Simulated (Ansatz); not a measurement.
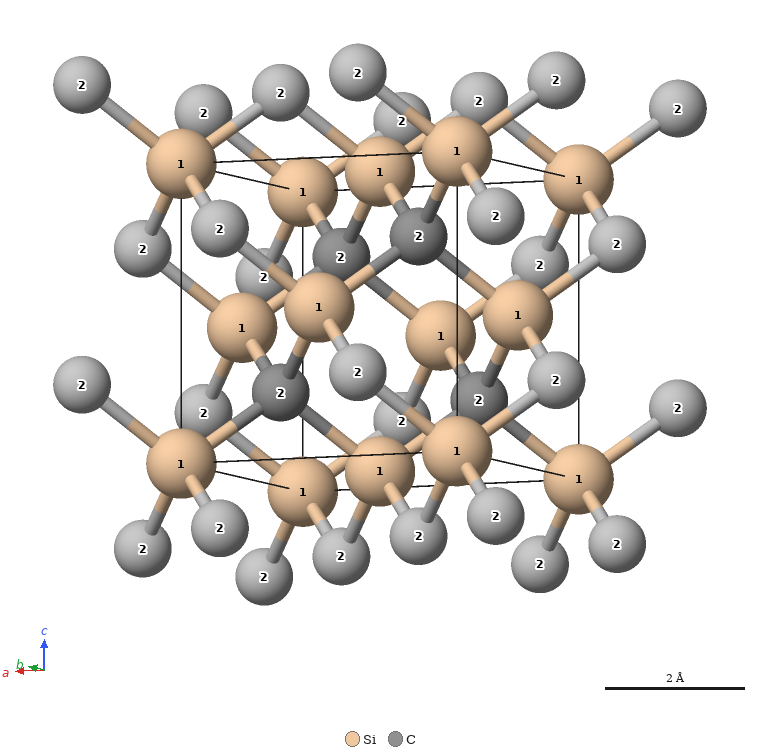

The input geometry (ball-and-stick view of the cell 4 times as large as that of the calculation, set on its symmetry axes, seen at an oblique angle; neighbours outside the cell are drawn fainter; atoms are numbered from 1 in the order of the input). An atom can appear more than once, as a periodic image. Near neighbours in the periodic cell (some may lie outside the picture): Si has 4 C at 1.89 Å; C has 4 Si at 1.89 Å.

Single-point calculation of SiC

System: SiC (F-43m, 2 atoms in the cell).
Method: DFT PBEsol, scalar-relativistic, plane waves, PAW, no spin polarisation (Ansatz 0.2.0).

The structure derives from an entry of the Crystallography Open Database. It belongs to a series of runs on one base structure; here: band edges and mean potential of the bulk. Figures and captions count atoms from 1; the log counts them from 0 in places.

The program's output
```
Engine: ansatz 0.2.0, x86_64-unknown-linux-gnu
Pseudopotentials: kind: paw
Pseudopotential: Si, paw, valence charge 4, recommended cutoff 420 eV (normal), Si.paw.azcp
Pseudopotential: C, paw, valence charge 4, recommended cutoff 420 eV (normal), C.paw.azcp
Functional definition: PBEsol
  exchange = pbesol_x
  correlation = pbesol_c
Crystal: 2 atoms, lattice volume = 20.673 Å³
Basis set: ecut = 420 eV, 411 PW (Γ), exchange–correlation on 48×48×48 points (8 copies of the dense FFT grid, shifted against one another)
Bands: 8, of which v1, the nominal top of the filled ones, is band 4 counted from 1 (3 counted from 0)
Symmetry: 24 space group operations
Space group: F-43m (ITA 216), of the structure as read, at distance tolerance 2.7e-5 Å
k-points: 72 of 1728 (time reversal used)
Non-local potential: Si, projectors of the file, l = 0: 2, l = 1: 2, l = 2: 2
Non-local potential: C, projectors of the file, l = 0: 2, l = 1: 2, l = 2: 1
PAW form: soft (Blöchl's): semilocal exchange-correlation on the pseudo side does not see the compensation charge
PAW frozen core: Si, regenerated for the run's functional, and the local potential with it (the file was generated under x = pbe(κ = 0.804, μ = 0.2195149727645171), c = pbe(β = 0.06672455060314922))
PAW frozen core: C, regenerated for the run's functional, and the local potential with it (the file was generated under x = pbe(κ = 0.804, μ = 0.2195149727645171), c = pbe(β = 0.06672455060314922))
PAW one-centre angular grid: Si, 110 points (default); XC on 64 Gauss nodes
PAW one-centre angular grid: C, 110 points (default); XC on 64 Gauss nodes
Initial density: superposition of atomic densities (neutral atoms: chi_scale 0, normalization atom), corrected by the library's trained network
Initial wavefunctions: pseudopotential atomic-orbital guess
Functional: x = pbesol(κ = 0.804, μ = 0.12345679012345678), c = pbesol(β = 0.046)
SCF iter   1: F=—  HF=-868.711041 eV  |F-HF|=—  |Δ(HF+E_count)|=         —  Δρ=8.24e-3  dr2=1.69e-2  ethr=1.77e-3  ⟨swp⟩=6.1  Hψ=4849  notcnv=0
preconditioner: auto → none  [insulator: Δε(μ)=1.137 eV  Ē_g=13.955 eV  σ=0.020 eV  W_gap=1.00  n_scr=0 (ndim 8)  ℏωp=23.1 eV  f_vac=0.000  D(μ)=0.00/eV (n_scr^D=0)  ε∞_Penn≈3.7]
SCF iter   2: F=—  HF=-868.706427 eV  |F-HF|=—  |Δ(HF+E_count)|=   4.61e-3  Δρ=2.41e-3  dr2=9.91e-4  ethr=2.12e-4  ⟨swp⟩=2.5  Hψ=1551  notcnv=0
SCF iter   3: F=—  HF=-868.706151 eV  |F-HF|=—  |Δ(HF+E_count)|=   2.76e-4  Δρ=7.39e-4  dr2=7.18e-5  ethr=1.24e-5  ⟨swp⟩=2.5  Hψ=1086  notcnv=0
SCF iter   4: F=—  HF=-868.706152 eV  |F-HF|=—  |Δ(HF+E_count)|=   1.73e-6  Δρ=1.01e-4  dr2=9.44e-7  ethr=8.97e-7  ⟨swp⟩=2.0  Hψ=864  notcnv=0
iter 5 did not close the SCF: its close was put off for the readings that it lacked (scf_convergence_deferred on its scf_iter line)
SCF iter   5: F=-868.706153 eV  HF=-868.706153 eV  |F-HF|=6.47e-9  |Δ(HF+E_count)|=   6.41e-7  Δρ=8.10e-6  dr2=1.23e-8  ethr=1.18e-8  ⟨swp⟩=2.2  Hψ=850  notcnv=0
SCF iter   6: F=-868.706153 eV  HF=-868.706153 eV  |F-HF|=5.81e-11  |Δ(HF+E_count)|=   2.99e-9  Δρ=1.99e-6  dr2=5.40e-10  ethr=1.54e-10  ⟨swp⟩=4.9  Hψ=2647  notcnv=0
SCF 1 converged in 6 iterations: F = -868.706153 eV  dr2 = 5.40e-10
  greatest PAW one-centre occupation: 0.643 electrons in one spin orbital (limit 2), on the C atom at site 1 (counted from 0), in its partial waves of l = 0
```

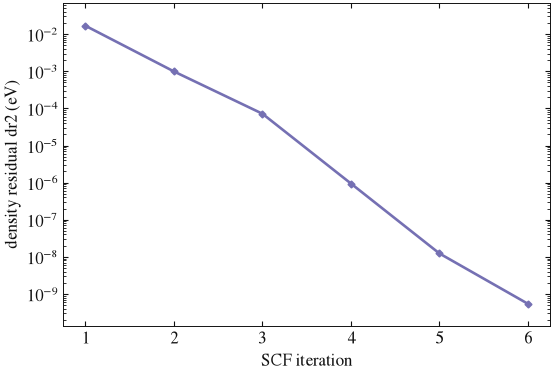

Convergence of the self-consistent field: density residual dr2 against the SCF iteration. The residual falls at every step.

```
NSCF: frozen V_eff on 16 k-points
NSCF: frozen V_eff on 16 k-points
NSCF: frozen V_eff on 16 k-points
NSCF: frozen V_eff on 12 k-points
NSCF: frozen V_eff on 5 k-points
NSCF: frozen V_eff on 11 k-points
NSCF: frozen V_eff on 9 k-points
NSCF: frozen V_eff on 5 k-points
NSCF: frozen V_eff on 11 k-points
NSCF: frozen V_eff on 6 k-points
NSCF: frozen V_eff on 4 k-points
NSCF: frozen V_eff on 2 k-points
NSCF: frozen V_eff on 6 k-points
NSCF: frozen V_eff on 4 k-points
NSCF: frozen V_eff on 2 k-points
NSCF: frozen V_eff on 5 k-points
NSCF: frozen V_eff on 2 k-points
NSCF: frozen V_eff on 5 k-points
NSCF: frozen V_eff on 2 k-points
NSCF: frozen V_eff on 6 k-points
NSCF: frozen V_eff on 4 k-points
NSCF: frozen V_eff on 2 k-points
NSCF: frozen V_eff on 5 k-points
NSCF: frozen V_eff on 2 k-points
NSCF: frozen V_eff on 5 k-points
NSCF: frozen V_eff on 2 k-points
NSCF: frozen V_eff on 4 k-points
NSCF: frozen V_eff on 3 k-points
NSCF: frozen V_eff on 6 k-points
NSCF: frozen V_eff on 2 k-points
NSCF: frozen V_eff on 3 k-points
NSCF: frozen V_eff on 3 k-points
SCF converged after 6 iterations
Free energy (F): -868.706153 eV
Harris-Foulkes:  -868.706153 eV  (|F-HF|=5.81e-11)
Internal energy: -868.706153 eV  (E = F + TS)
E sigma→0 (E₀):  -868.706153 eV
Fermi energy:    10.051345 eV
--- Per-component energies (eV) ---
  E_band       = 28.144726
  E_kinetic    = 135.299888
  E_local      = -103.733681  (includes V_loc(G=0)·N_el)
  E_nonlocal   = 51.991974
  E_hartree    = 31.525486
  E_xc         = -104.625673
  E_vxc        = -109.155361  (∫ρ·V_xc dr)
  E_paw        = -594.345126  (= ΣΔE_a)
  E_vpaw       = -9.308957  (= ΣTr[D̂ρ^β])
  E_aug_tail   = 0.000015  (compensation charges beyond the density's cutoff)
  E_ewald      = -284.871697
  E_core_change = 0.052661  (= ΣΔE_core)
  E_smearing   = -0.000000  (= −TS)
  E_closure    = -0.000000  (closes the sum)
  Σ components = -868.706153   (vs F -868.706153, Δ=0.00e0)
--- Forces (eV/Å), atoms counted from 1 ---
  atom   1  Si    -0.00000000     0.00000000     0.00000000
  atom   2  C      0.00000000    -0.00000000    -0.00000000
  max |Σ_I F_I| component: 1.11e-16 eV/Å
--- Stress (GPa, compression-positive) ---
        0.024346       0.000000      -0.000000
       -0.000000       0.024346       0.000000
       -0.000000       0.000000       0.024346
  P = ⅓ Tr σ = 0.0243 GPa (0.243 kbar)
--- Band table (eV; the first three rows and the last of 72) ---
  k-point 0: bands = ["-5.9986", "9.4298", "9.4298", "9.4298", "15.6079", "16.6790", "16.6790", "16.6790"]
  k-point 1: bands = ["-5.8621", "8.6983", "9.3341", "9.3341", "15.8440", "16.8335", "16.8555", "16.8555"]
  k-point 2: bands = ["-5.4566", "7.0456", "9.0976", "9.0976", "15.7090", "17.1974", "17.1974", "17.7216"]
  k-point 71: bands = ["-0.6872", "2.3871", "4.3774", "4.6831", "14.5512", "18.8010", "18.8519", "19.0614"]
```

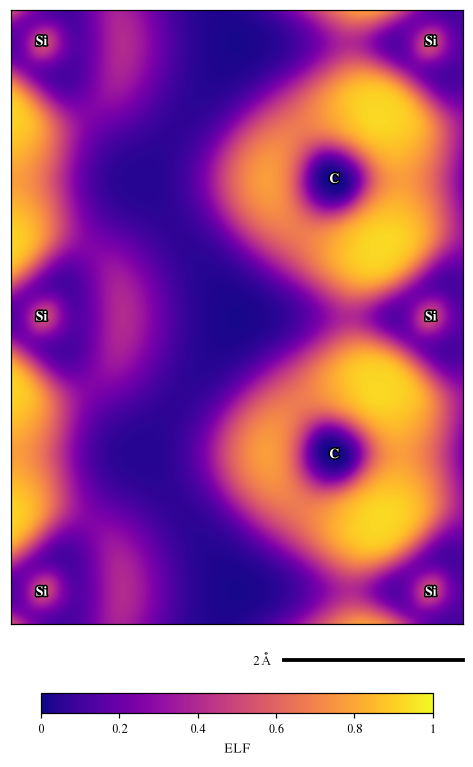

ELF on the (110) plane of the conventional cell. Si–C (1.89 Å): the ELF peaks at about 0.95 between the atoms, which marks localised, shared-pair bonding. Core electrons are frozen (PAW), so the fields are smoothed inside the atomic spheres.

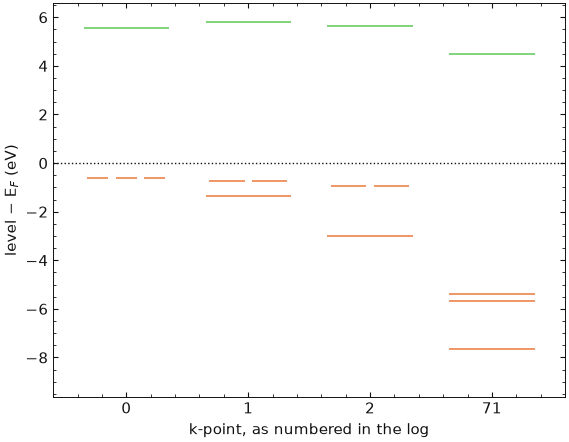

Kohn–Sham levels near the Fermi level (dotted) at the few k-points that the log prints; levels within 0.02 eV of each other stand side by side. Among these points the highest filled and lowest empty levels are 5.12 eV apart; the gap on the full mesh, 1.24 eV, has an edge at a point that isn't printed.

This output came from the following input.

Input
```yaml
crystal:
  lattice:
    - [0.0, 2.1783275175, 2.1783275175]
    - [2.1783275175, 0.0, 2.1783275175]
    - [2.1783275175, 2.1783275175, 0.0]
  atoms:
    - { symbol: Si, position: [0.0, 0.0, 0.0] }
    - { symbol: C, position: [0.75, 0.75, 0.75] }
basis:
  ecutwfc: 420
kpoints:
  mp_grid: { grid: [12, 12, 12] }
  band_path: { path: [VBM, CBM], npoints: 2 }
hamiltonian:
  xc: pbesol
scf:
  occupations: { method: gaussian, width: 0.02 }
output:
  forces: true
  stress: true
  eigenvalues: true
  write_density: true
  write_potential: true
  elf: true
  volumetric_format: npy
```

Run as:
```bash
ansatz run input.yaml --threads 4 --pin off --max-ram 10240MiB --backend cpu --events-out ev --progress --plain --runs-dir out
```

Key numbers

- outcome: converged
- space group (tolerance 0.01 Å): F-43m (216)
- electrons treated: 8
- free energy: −868.7062 eV
- Fermi energy: 10.051 eV
- gap on the k-point mesh: 1.24 eV
- gap on the band path: 1.24 eV
- pressure: 0.02 GPa
- largest force (length of the vector): under 0.001 eV/Å
- hardware: 4 threads of Intel Xeon @ 2.50GHz (Skylake/Cascade Lake), 32 GiB of memory available, shared host
- wall time: 2.5 s (CPU time 6.8 s)
- peak memory: 0.33 GiB
